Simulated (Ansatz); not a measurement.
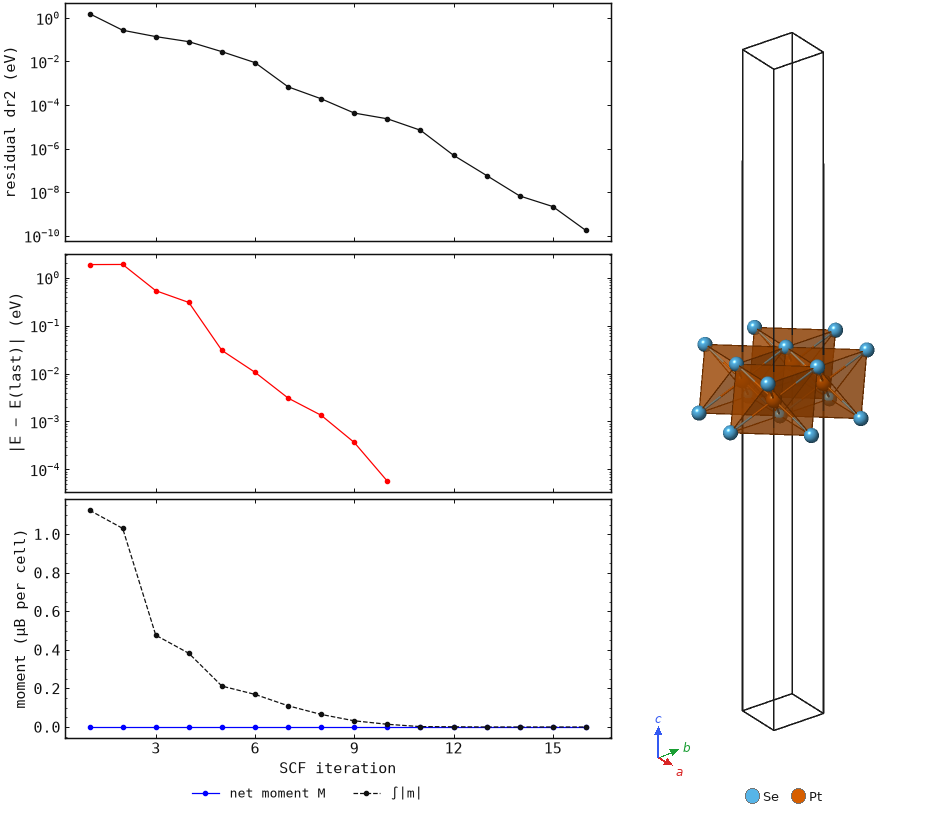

Beside the plot: the structure.

The plot shows the SCF iterations of a calculation: density residual dr2, distance of the Harris–Foulkes energy from its last value, magnetic moments. Energy differences below 3 × 10⁻⁶ eV aren't drawn. dr2 is the charge part; the magnetisation has a residual of its own.

PtSe2 (slab, 3 atoms in the cell), run with Ansatz.

```
crystal:
  lattice:
    - [3.7068661351, 0.0, 0.0]
    - [-1.8534330675, 3.2102402414, 0.0]
    - [0.0, 0.0, 31.1216233429]
  atoms:
    - { symbol: Se, position: [0.6666666667, 0.3333333333, 0.4574342816], spin: -0.5 }
    - { symbol: Pt, position: [0.0, 0.0, 0.5], spin: 1.0 }
    - { symbol: Se, position: [0.3333333333, 0.6666666667, 0.5425657184], spin: 4.0 }
  periodic: [true, true, false]
basis:
  ecutwfc: 500
kpoints:
  mp_grid: { grid: [15, 15, 1] }
hamiltonian:
  xc: r2scan
scf:
  occupations: { method: gaussian, width: 0.02 }
output:
  forces: true
  eigenvalues: true
  stress: true
magnetization:
  spin_polarized: true
```

Launched with:
```bash
ansatz run input.yaml --threads 2 --pin off --max-ram 5120MiB --backend cpu --events-out ev --progress --plain --runs-dir out
```

> How did this run end?

It did not finish: the time limit cut it off after 16 iterations. The residual is still falling at the last step (down to 1.7 × 10⁻¹⁰). From the first spectrum the program read the system as an insulator and chose the Resta preconditioner.

> How do the moments develop?

The net moment stays at 0.00 μB per cell, though in an unconverged run this needn't be final.
